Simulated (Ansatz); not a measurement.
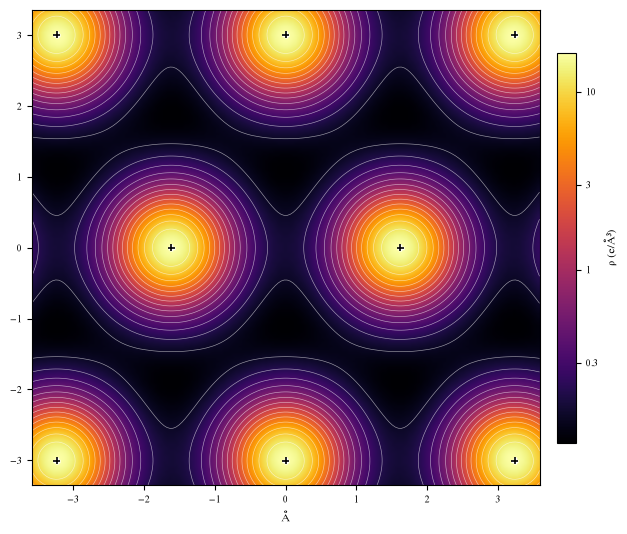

The valence charge density (pseudo) on a plane through atoms (crosses mark nuclei in the plane).

Theory: DFT PBEsol, scalar-relativistic, plane waves, PAW (Ansatz).

Candidates:
A. Sn, a = 3.23 Å, b = 3.23 Å, c = 5.07 Å, α = 90.00°, β = 90.00°, γ = 90.00°. Space group I4/mmm.
B. BP, a = 4.50 Å, b = 4.50 Å, c = 4.50 Å, α = 90.00°, β = 90.00°, γ = 90.00°. Space group F-43m.
C. InP, a = 5.88 Å, b = 5.88 Å, c = 5.88 Å, α = 90.00°, β = 90.00°, γ = 90.00°. Space group F-43m.

Q: Which system is this?

A: Candidate A: Sn on the (011̄) plane of the conventional cell, which holds Sn. Sn–Sn (3.23 Å): the density is about 0.17 e/Å³ at the midpoint.
